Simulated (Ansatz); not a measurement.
Input file:

```
crystal:
  lattice:
    - [3.1277072714, 0.0, 0.0]
    - [-1.5638536357, 2.7086739526, 0.0]
    - [0.0, 0.0, 5.3909358698]
  atoms:
    - { symbol: Hf, position: [0.6666666667, 0.3333333333, 0.75] }
    - { symbol: Hf, position: [0.3333333333, 0.6666666667, 0.25] }
    - { symbol: "N", position: [0.0, 0.0, 0.0] }
    - { symbol: "N", position: [0.0, 0.0, 0.5] }
basis:
  ecutwfc: 420
kpoints:
  mp_grid: { grid: [12, 12, 6] }
hamiltonian:
  xc: pbesol
scf:
  occupations: { method: gaussian, width: 0.15 }
output:
  forces: true
  stress: true
  eigenvalues: true
  write_density: true
  write_potential: true
  elf: true
  volumetric_format: npy
```

Command:

```sh
ansatz run input.yaml --threads 2 --pin off --max-ram 5120MiB --backend cpu --events-out ev --progress --plain --runs-dir out
```

Below, planes, directions and counts refer to the conventional cell (a = 3.13 Å, b = 3.13 Å, c = 5.39 Å, α = 90.00°, β = 90.00°, γ = 120.00°).

Space group P6₃/mmc; a structure from a database of computed crystals, not necessarily the ambient phase.

The calculation used Ansatz, DFT PBEsol, scalar-relativistic, plane waves, PAW.

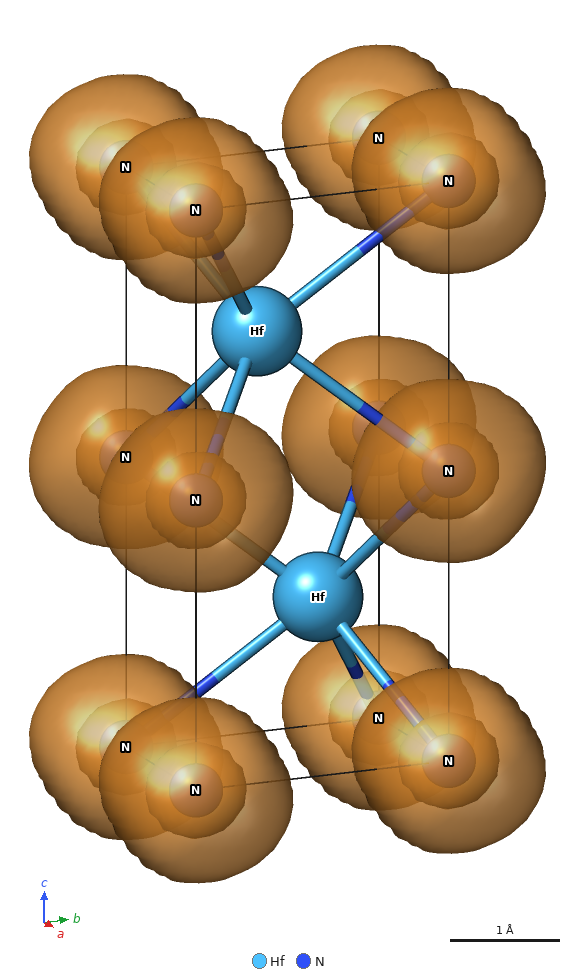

HfN. Isosurface of the ELF at 0.7 (orange), seen slightly off an axis. Core shells and regions of very low density are left out. Sticks mark near contacts.

In a PAW calculation such maps are meaningful between the atoms, not at the nuclei.

Where are the electrons localised?

The ELF exceeds this value in two regions wrapped around N (the valence shell of each), counted in one cell of 4 atoms. Any copies at cell faces, edges or corners count once. Profiles from the grid: Hf–N (2.25 Å): the ELF peaks at about 0.80 in the valence shell of N, 0.6 Å from its nucleus, and is about 0.20 at the midpoint: no localised pair shows between them. Hf–Hf (3.13 Å): the ELF is about 0.15 at the midpoint; no localised pair shows between them.
